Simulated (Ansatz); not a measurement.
**Geometry relaxation of Cu$_{15}$O$_{8}$ (part 3 of 3)**

Continued. System: Cu$_{15}$O$_{8}$ (defect cell, 23 atoms in the cell). Method: DFT PBE, scalar-relativistic, plane waves, PAW, spin-polarised (Ansatz 0.2.0); cutoff 420 eV, 3×3×3 k-mesh, Gaussian smearing of 0.02 eV, collinear spins. The structure derives from a Materials Project entry. It belongs to a series of runs on one base structure; here: Cu vacancy (site c), charge +0, atoms relaxed at the host's cell, started again with a moment of 3 μB.

Geometry of the input (Å; fractional positions):
```
-4.2982  4.2982  4.2982
4.2982  -4.2982  4.2982
4.2982  4.2982  -4.2982
Cu -0.0004  -0.0006  0.2495
Cu -0.0003  0.4995  0.7497
Cu 0.4997  -0.0005  0.7497
Cu 0.2568  0.4996  0.4983
Cu 0.7552  0.0107  0.5052
Cu 0.7424  0.4994  0.0010
Cu 0.2442  -0.0117  -0.0059
Cu 0.4996  0.2568  0.4982
Cu 0.0108  0.7551  0.5052
Cu -0.0114  0.2439  -0.0059
Cu 0.4997  0.7421  0.0011
Cu 0.7424  0.7423  0.7410
Cu 0.2569  0.2566  0.7582
Cu 0.2442  0.7551  0.2497
Cu 0.7552  0.2439  0.2497
O  0.4996  0.4996  0.4890
O  0.0042  0.0041  0.5053
O  -0.0049  0.4996  0.0008
O  0.4997  -0.0053  0.0008
O  -0.0049  -0.0051  -0.0062
O  0.4996  0.4993  0.0102
O  0.4997  0.0043  0.4986
O  0.0042  0.4995  0.4986
```

**Output, continued**
```
  k-point 13 ↓: bands = ["-102.4375", "-102.4375", "-102.4374", "-102.4038", "-102.4037", "-102.4036", "-102.4035", "-102.4034", "-102.4032", "-102.3825", "-102.3823", "-102.3821", "-102.3819", "-102.3818", "-102.3817", "-59.9800", "-59.9788", "-59.9786", "-59.9683", "-59.9682", "-59.9675", "-59.9654", "-59.9652", "-59.9644", "-59.9547", "-59.9544", "-59.9481", "-59.9479", "-59.9478", "-59.9475", "-59.7716", "-59.7716", "-59.7716", "-59.7375", "-59.7375", "-59.7374", "-59.7326", "-59.7321", "-59.7291", "-59.7288",
      "-59.7271", "-59.7268", "-59.7008", "-59.7006", "-59.7003", "-59.7002", "-59.6990", "-59.6979", "-59.6922", "-59.6916", "-59.6912", "-59.6911", "-59.6907", "-59.6894", "-59.6568", "-59.6547", "-59.6546", "-59.6527", "-59.6526", "-59.6525", "-10.0673", "-10.0101", "-9.9184", "-9.9116", "-9.8258", "-9.7462", "-8.7929", "-8.7699", "2.7051", "2.7560", "2.9070", "2.9100", "2.9906", "3.0090", "3.1620", "3.1644", "3.1741", "3.4522", "3.6200", "3.6718",
      "3.6855", "3.8636", "4.0444", "4.0674", "4.0939", "4.2134", "4.5990", "4.6348", "4.6366", "4.7155", "5.1818", "5.4600", "5.9216", "6.3802", "6.4637", "6.4642", "6.4742", "6.5898", "6.5945", "6.7345", "6.9376", "7.0606", "7.1145", "7.1215", "7.1683", "7.2190", "7.2391", "7.2639", "7.3255", "7.3273", "7.3332", "7.3532", "7.3846", "7.3862", "7.4053", "7.4245", "7.4554", "7.4645", "7.4793", "7.5145",
      "7.5233", "7.5884", "7.6229", "7.6288", "7.6537", "7.6557", "7.6779", "7.6861", "7.7202", "7.7354", "7.7435", "7.7562", "7.7727", "7.7734", "7.7950", "7.8039", "7.8166", "7.8328", "7.8468", "7.8743", "7.8977", "7.9173", "7.9461", "7.9549", "7.9971", "8.0098", "8.0196", "8.0301", "8.0381", "8.0509", "8.0976", "8.2082", "8.2664", "8.3796", "8.3856", "8.4189", "8.4384", "8.7078", "8.8323", "8.8824",
      "9.0260", "9.1059", "9.1080", "9.1945", "9.2168", "9.3061", "9.3894", "11.0336", "11.8039", "11.8745", "11.8749", "12.0463", "12.2151", "12.4611", "12.5003", "12.7544", "13.0537", "13.6571", "13.7007", "13.9071", "13.9492", "14.5066", "14.6490", "14.7572", "15.8296", "16.8226", "16.8705", "16.8861", "16.9716", "17.0680", "17.0976", "17.1539", "17.1850", "17.3882", "17.5908", "17.6467", "17.8703", "18.0724", "18.2772", "19.0677",
      "20.1419", "20.1441"]
--- Relaxed structure (2 steps of the walk, 2 accepted, 0 SCFs on fresh bases) ---
  F+E_penalty+E_count = -103906.36281112 eV   max|allowed force component| = 1.028e-2 eV/Å
  atoms:
    - { symbol: Cu, position: [-0.00040995389999999576, -0.0005781158000000008, 0.2495132825] }
    - { symbol: Cu, position: [-0.0003448313000000425, 0.4995011439999999, 0.7496792612999998] }
    - { symbol: Cu, position: [0.4996916189999999, -0.0005132597000000183, 0.7496785523] }
    - { symbol: Cu, position: [0.2568458302, 0.4995678233, 0.4982583481] }
    - { symbol: Cu, position: [0.7552234004, 0.010652399100000043, 0.5052038928] }
    - { symbol: Cu, position: [0.7424488411, 0.4993676128, 0.0010335443999999888] }
    - { symbol: Cu, position: [0.2441702165, -0.011668503799999994, -0.005920157199999984] }
    - { symbol: Cu, position: [0.4996489721000001, 0.25681652450000003, 0.4982022086] }
    - { symbol: Cu, position: [0.010758705499999952, 0.7550625678, 0.5051980424] }
    - { symbol: Cu, position: [-0.011440422899999969, 0.24394357369999997, -0.005902054099999984] }
    - { symbol: Cu, position: [0.4996876324999999, 0.7421258309, 0.0011158196000000259] }
    - { symbol: Cu, position: [0.7423981204, 0.7423353627, 0.7409511262] }
    - { symbol: Cu, position: [0.2568880121, 0.25658688299999993, 0.7581735007999999] }
    - { symbol: Cu, position: [0.24419773860000007, 0.7551448404, 0.24973957159999996] }
    - { symbol: Cu, position: [0.7552143643, 0.2438761073999999, 0.2496504459] }
    - { symbol: O, position: [0.4995893335, 0.49957696920000005, 0.4889522615] }
    - { symbol: O, position: [0.004238217400000022, 0.004085568000000039, 0.5052597032000001] }
    - { symbol: O, position: [-0.004859953299999942, 0.4995503404, 0.0008339425999999706] }
    - { symbol: O, position: [0.4997082168, -0.005272703900000036, 0.0007564760999999587] }
    - { symbol: O, position: [-0.004913226000000001, -0.0051332031, -0.0061522422] }
    - { symbol: O, position: [0.4996430869, 0.49928442410000007, 0.0102294743] }
    - { symbol: O, position: [0.4997191422, 0.0042711018999999776, 0.4986260798] }
    - { symbol: O, position: [0.004229439699999955, 0.49949508870000003, 0.4985557807000001] }
--- Löwdin populations: 23 sites ---
  site symbol       q [e]    m [muB]
     0     Cu     18.4212     0.0000
     1     Cu     18.4212     0.0000
     2     Cu     18.4212     0.0000
     3     Cu     18.4096     0.0000
     4     Cu     18.4065     0.0000
     5     Cu     18.4096     0.0000
     6     Cu     18.4065     0.0000
     7     Cu     18.4096     0.0000
     8     Cu     18.4065     0.0000
     9     Cu     18.4065     0.0000
    10     Cu     18.4096     0.0000
    11     Cu     18.4097     0.0000
    12     Cu     18.4096     0.0000
    13     Cu     18.4065     0.0000
    14     Cu     18.4065     0.0000
    15      O      6.9228     0.0000
    16      O      6.9317     0.0000
    17      O      6.9317     0.0000
    18      O      6.9317     0.0000
    19      O      6.9317     0.0000
    20      O      6.9228     0.0000
    21      O      6.9317     0.0000
    22      O      6.9317     0.0000
  spilling = 0.004215 (of n_electrons = 333.000000)
```

**File populations.tsv**
```
# site	symbol	l	j	q_up	q_dn
# orbitals = lowdin
# n_electrons = 333.000000
# spilling = 0.004215
0	Cu	0_3S	-	0.998906	0.998906
0	Cu	0_4S	-	0.383432	0.383433
0	Cu	1_3P	-	2.999449	2.999449
0	Cu	2_3D	-	4.828800	4.828797
1	Cu	0_3S	-	0.998907	0.998907
1	Cu	0_4S	-	0.383433	0.383433
1	Cu	1_3P	-	2.999449	2.999449
1	Cu	2_3D	-	4.828801	4.828798
2	Cu	0_3S	-	0.998906	0.998906
2	Cu	0_4S	-	0.383416	0.383416
2	Cu	1_3P	-	2.999449	2.999449
2	Cu	2_3D	-	4.828827	4.828824
3	Cu	0_3S	-	0.998893	0.998893
3	Cu	0_4S	-	0.394824	0.394825
3	Cu	1_3P	-	2.999425	2.999425
3	Cu	2_3D	-	4.811672	4.811668
4	Cu	0_3S	-	0.998933	0.998933
4	Cu	0_4S	-	0.379255	0.379255
4	Cu	1_3P	-	2.999446	2.999446
4	Cu	2_3D	-	4.825632	4.825629
5	Cu	0_3S	-	0.998894	0.998894
5	Cu	0_4S	-	0.394823	0.394823
5	Cu	1_3P	-	2.999425	2.999425
5	Cu	2_3D	-	4.811679	4.811675
6	Cu	0_3S	-	0.998934	0.998934
6	Cu	0_4S	-	0.379241	0.379241
6	Cu	1_3P	-	2.999446	2.999446
6	Cu	2_3D	-	4.825630	4.825628
7	Cu	0_3S	-	0.998894	0.998894
7	Cu	0_4S	-	0.394798	0.394798
7	Cu	1_3P	-	2.999425	2.999425
7	Cu	2_3D	-	4.811705	4.811701
8	Cu	0_3S	-	0.998933	0.998933
8	Cu	0_4S	-	0.379244	0.379244
8	Cu	1_3P	-	2.999446	2.999446
8	Cu	2_3D	-	4.825622	4.825620
9	Cu	0_3S	-	0.998933	0.998933
9	Cu	0_4S	-	0.379240	0.379240
9	Cu	1_3P	-	2.999446	2.999446
9	Cu	2_3D	-	4.825613	4.825610
10	Cu	0_3S	-	0.998894	0.998894
10	Cu	0_4S	-	0.394796	0.394796
10	Cu	1_3P	-	2.999425	2.999425
10	Cu	2_3D	-	4.811709	4.811706
11	Cu	0_3S	-	0.998894	0.998894
11	Cu	0_4S	-	0.394818	0.394818
11	Cu	1_3P	-	2.999425	2.999425
11	Cu	2_3D	-	4.811695	4.811691
12	Cu	0_3S	-	0.998893	0.998893
12	Cu	0_4S	-	0.394821	0.394821
12	Cu	1_3P	-	2.999425	2.999425
12	Cu	2_3D	-	4.811667	4.811663
13	Cu	0_3S	-	0.998934	0.998934
13	Cu	0_4S	-	0.379245	0.379246
13	Cu	1_3P	-	2.999446	2.999446
13	Cu	2_3D	-	4.825629	4.825626
14	Cu	0_3S	-	0.998933	0.998933
14	Cu	0_4S	-	0.379249	0.379250
14	Cu	1_3P	-	2.999446	2.999446
14	Cu	2_3D	-	4.825627	4.825624
15	O	0_2S	-	0.910447	0.910447
15	O	1_2P	-	2.550941	2.550938
16	O	0_2S	-	0.892798	0.892798
16	O	1_2P	-	2.573069	2.573067
17	O	0_2S	-	0.892795	0.892795
17	O	1_2P	-	2.573075	2.573073
18	O	0_2S	-	0.892825	0.892825
18	O	1_2P	-	2.573037	2.573035
19	O	0_2S	-	0.892801	0.892801
19	O	1_2P	-	2.573069	2.573067
20	O	0_2S	-	0.910435	0.910435
20	O	1_2P	-	2.550958	2.550955
21	O	0_2S	-	0.892823	0.892823
21	O	1_2P	-	2.573037	2.573035
22	O	0_2S	-	0.892798	0.892798
22	O	1_2P	-	2.573071	2.573069
```

**Trajectory as extended XYZ (Å, eV, eV/Å), 2 frames, from step=1 to step=2**
```
23
Lattice="-4.2982 4.2982 4.2982 4.2982 -4.2982 4.2982 4.2982 4.2982 -4.2982" Properties=species:S:1:pos:R:3:forces:R:3 step=1 energy=-103906.36281
Cu    1.0717    1.0732   -1.0767    0.0001   0.0005   0.0006
Cu    5.3707    1.0738   -1.0768   -0.0002   0.0001   0.0004
Cu    1.0723    5.3723   -1.0767    0.0001   0.0002   0.0000
Cu    3.1849    1.0984    1.1096   -0.0021   0.0097   0.0015
Cu   -1.0289    5.3718    1.1204   -0.0024   0.0000  -0.0022
Cu   -1.0404    1.0493    5.3332    0.0020  -0.0095  -0.0006
Cu   -1.1251    1.0742    1.0248    0.0026  -0.0005   0.0020
Cu    1.0976    3.1851    1.1101    0.0102  -0.0012   0.0015
Cu    5.3706   -1.0277    1.1202   -0.0004  -0.0025  -0.0025
Cu    1.0723   -1.1231    1.0247   -0.0004   0.0028   0.0029
Cu    1.0469   -1.0373    5.3328   -0.0102   0.0007  -0.0008
Cu    3.1845    3.1850    3.1969   -0.0022  -0.0009  -0.0095
Cu    3.2575    3.2601   -1.0518    0.0021   0.0010   0.0095
Cu    3.2696   -1.1227    3.2220   -0.0028   0.0017  -0.0004
Cu   -1.1248    3.2709    3.2213    0.0023  -0.0025   0.0000
O     2.1016    2.1017    2.1930    0.0009   0.0027  -0.0016
O     2.1711    2.1724   -2.1359   -0.0011  -0.0012   0.0005
O     2.1717   -2.1645    2.1227   -0.0010  -0.0020   0.0011
O    -2.1673    2.1738    2.1219   -0.0011  -0.0014   0.0009
O    -0.0274   -0.0255   -0.0167    0.0011   0.0012  -0.0027
O     0.0424    0.0455    4.2496    0.0001  -0.0016   0.0022
O     0.0137    4.2728    0.0231    0.0008   0.0011  -0.0013
O     4.2717    0.0141    0.0222    0.0015   0.0015  -0.0015
23
Lattice="-4.2982 4.2982 4.2982 4.2982 -4.2982 4.2982 4.2982 4.2982 -4.2982" Properties=species:S:1:pos:R:3:forces:R:3 step=2 energy=-103906.36281
Cu    1.0717    1.0732   -1.0767    0.0001   0.0005   0.0006
Cu    5.3707    1.0738   -1.0768   -0.0002   0.0001   0.0004
Cu    1.0723    5.3723   -1.0767    0.0001   0.0002   0.0000
Cu    3.1849    1.0984    1.1096   -0.0021   0.0097   0.0015
Cu   -1.0289    5.3718    1.1204   -0.0024   0.0000  -0.0022
Cu   -1.0404    1.0493    5.3332    0.0020  -0.0095  -0.0006
Cu   -1.1251    1.0742    1.0248    0.0025  -0.0004   0.0020
Cu    1.0976    3.1851    1.1101    0.0103  -0.0012   0.0015
Cu    5.3706   -1.0277    1.1202   -0.0004  -0.0025  -0.0025
Cu    1.0723   -1.1231    1.0247   -0.0004   0.0028   0.0029
Cu    1.0469   -1.0373    5.3328   -0.0103   0.0007  -0.0008
Cu    3.1845    3.1850    3.1969   -0.0022  -0.0009  -0.0096
Cu    3.2575    3.2601   -1.0518    0.0021   0.0010   0.0095
Cu    3.2696   -1.1227    3.2220   -0.0028   0.0017  -0.0004
Cu   -1.1248    3.2709    3.2213    0.0023  -0.0025   0.0000
O     2.1016    2.1017    2.1930    0.0009   0.0027  -0.0015
O     2.1711    2.1724   -2.1359   -0.0012  -0.0012   0.0004
O     2.1717   -2.1645    2.1227   -0.0010  -0.0018   0.0011
O    -2.1673    2.1738    2.1219   -0.0010  -0.0014   0.0010
O    -0.0274   -0.0255   -0.0167    0.0011   0.0012  -0.0025
O     0.0424    0.0455    4.2496    0.0002  -0.0016   0.0021
O     0.0137    4.2728    0.0231    0.0007   0.0011  -0.0014
O     4.2717    0.0141    0.0222    0.0015   0.0014  -0.0015
```

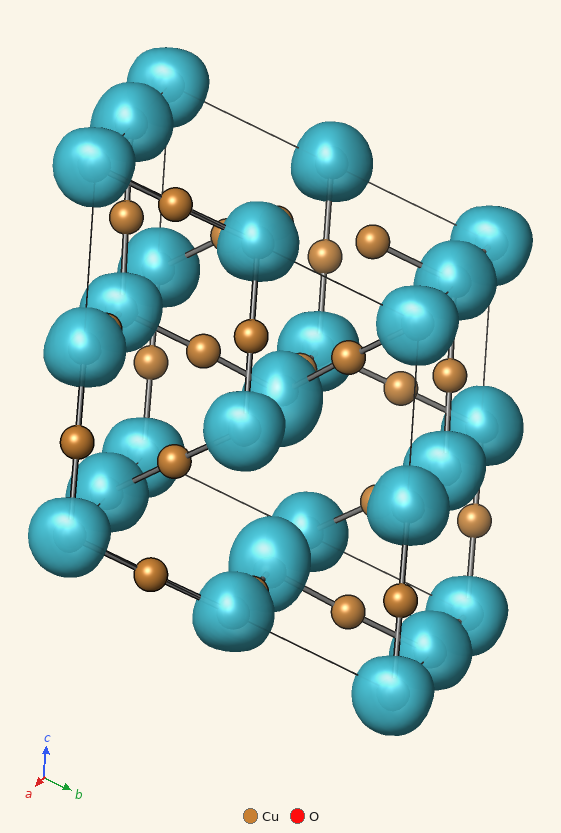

**Figure 1.** Isosurface of the electron localisation function at 0.65 (cyan), seen slightly off an axis. Only the valence region is drawn (cores and ρ < 0.01 e/Å³ removed). Sticks mark near contacts. The outline is the calculation cell. Values along the shortest contacts: Cu–O (1.83 Å): the ELF is about 0.25 at the midpoint (no shared pair; the contact is polar). Cu–O (1.88 Å): the ELF is about 0.25 at the midpoint; a polar contact without a shared pair, in a metal. In a PAW calculation such maps are meaningful between the atoms, not at the nuclei.

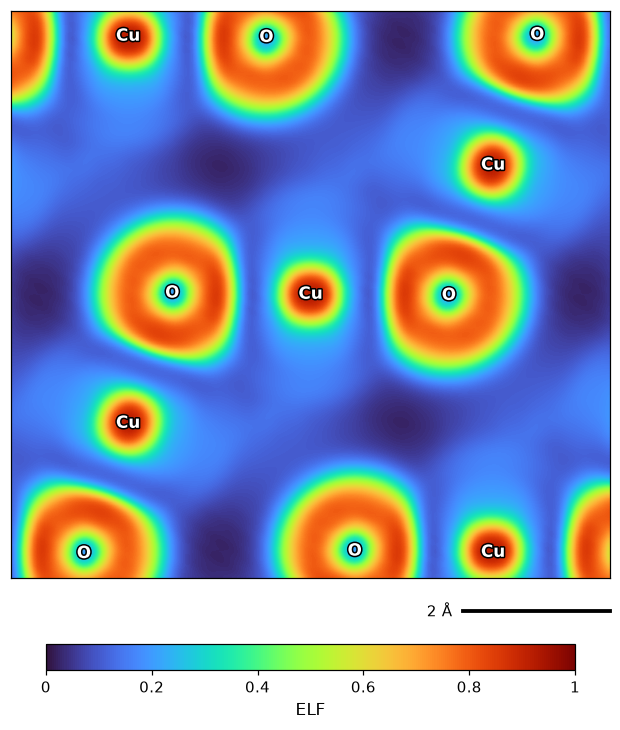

**Figure 2.** ELF on the (11̄0) plane of the calculation cell. The plane passes through Cu and O nuclei. Cu–O (1.88 Å): the ELF is about 0.25 at the midpoint; a polar contact without a shared pair, in a metal. The strong features right at Cu lie inside the PAW spheres (semicore, d or f shells) and say nothing about bonding.

**Summary**

- outcome: converged
- electrons treated: 333
- free energy: −103906.3628 eV
- Fermi energy: 9.415 eV
- gap on the k-point mesh: none (metallic)
- net moment of the cell: 0.00 μB
- integrated absolute moment: 0.00 μB
- final volume: 317.63 Å³
- largest force (length of the vector) at the end: 0.010 eV/Å
- wall time: 4.4 min (CPU time 17 min)
- peak memory: 2.3 GiB

**Notes**

Warnings of the run: some starting moments were not kept.
